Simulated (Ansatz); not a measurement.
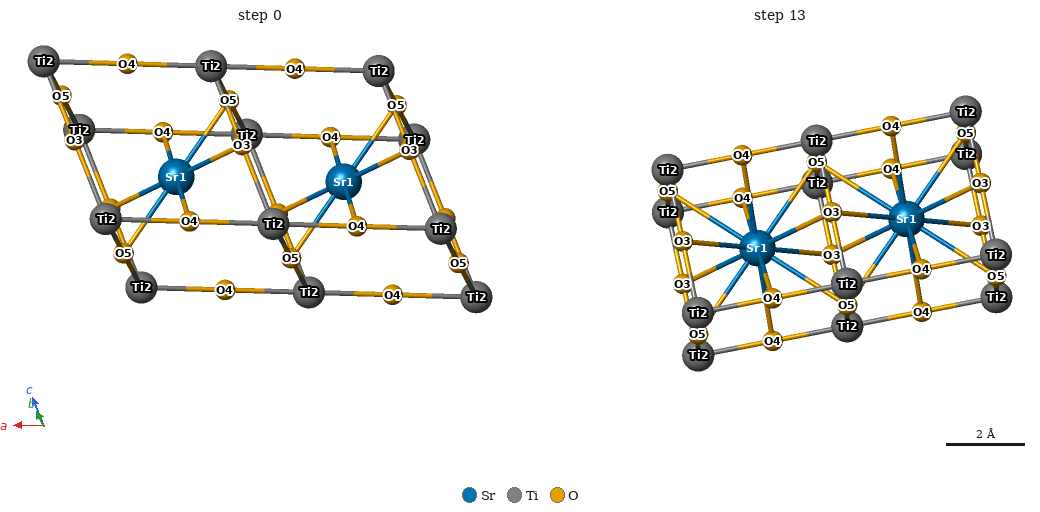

The structure of a crystal of SrTiO$_{3}$ (a generated structure, set up in R-3m) (coarse preliminary run) before (left) and after (right) a relaxation, at one scale.

Style: ball-and-stick. Shown: the cell of the calculation, repeated 2 × 1 × 1 with one cell outlined, from a free direction.

Method: DFT PBE, scalar-relativistic, plane waves, PAW in Ansatz 0.2.0. Set-up: plane-wave cutoff 420 eV; k-point mesh 6 × 6 × 6; occupations gaussian; smearing width 0.1 eV; collinear spin; cell and atoms relaxed; force threshold 0.04 eV/Å; at most 70 steps.

Q: Summarise the run.

A: No atom moves by more than 0.005 Å relative to the cell. Cell: a = b = c 4.403 → 3.936 Å (−10.6 %), α 68.2° → 90.0°, β 68.2° → 90.0°, γ 68.2° → 90.0°. Volume −13.9 %. Among the contacts that change: Sr1–Ti2 5.032 → 3.409 Å, Sr1–O3 3.645 → 2.784 Å, Sr1–O3 (another image) 2.470 → 2.783 Å, Ti2–O3 2.201 → 1.968 Å. New bonds form, among them: Sr1–O3 (3.64 → 2.78 Å), Sr1–O4 (3.64 → 2.78 Å), Sr1–O5 (3.64 → 2.78 Å). Bond angles that change, for instance: O3–Ti2–O4 68.2° → 90.0°, O3–Ti2–O4 111.8° → 90.0°. The space group (tolerance 0.01 Å) goes from R-3m (No. 166) to Pm-3m (No. 221). The energy falls by 1341 meV per atom in 10 accepted moves (13 points after the start). All forces vanish by symmetry, so only the cell relaxes. The pressure goes from −5.54 to 0.02 GPa. The SCF was repeated 3 times at an unchanged geometry on a basis and grid sized afresh for the cell, which shifted the energy by 22.6 meV per atom at most. The program noted that the starting moments weren't kept.
